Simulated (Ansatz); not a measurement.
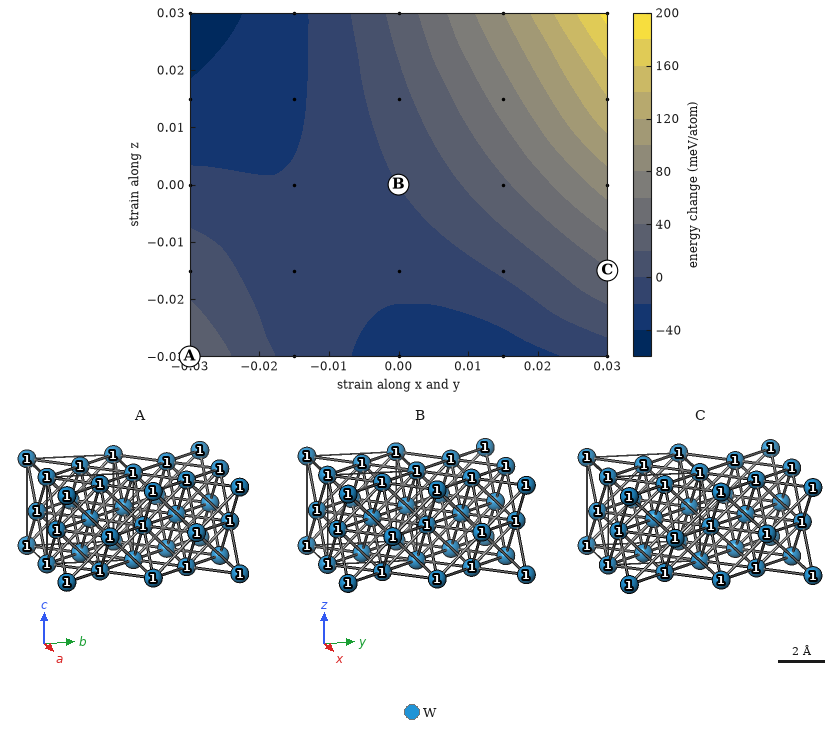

Energy scan for a crystal of W (Fm-3m), in which the cell is strained equally along x and y and separately along z, with the atoms kept at their fractional coordinates. x, y and z are the Cartesian axes of the input. The map is interpolated between the computed points (dots). The lettered frames are marked on it. Style: ball-and-stick. Shown: the conventional cell (4 times the calculation's cell), repeated 2 × 2 × 1 with one cell outlined, slightly off an axis. Lengths and directions refer to the drawn axes.

These are results of DFT r2SCAN, scalar-relativistic, plane waves, PAW (Ansatz), not measurements. Set-up: plane-wave cutoff 500 eV; k-point mesh 20 × 20 × 20; occupations gaussian; smearing width 0.15 eV; no spin polarisation. Energies (free energies at the smearing named) are counted from the cell as listed in its source, which wasn't relaxed.

### Describe the energy landscape.

In pairs of (strain along x and y; strain along z): the lowest computed point lies at (−0.030, 0.030) (−54.6 meV/atom), the highest at (0.030, 0.030) (186.5 meV/atom). It lies on the edge of the grid, so the true minimum may be outside the range scanned. The pressure runs from −28.2 GPa at (0.030, 0.030) to 19.8 GPa at (−0.030, −0.030). The frames lie at A (−0.030, −0.030): 40.5 meV/atom, B (0.000, 0.000): 0.0 meV/atom, C (0.030, −0.015): 38.2 meV/atom.
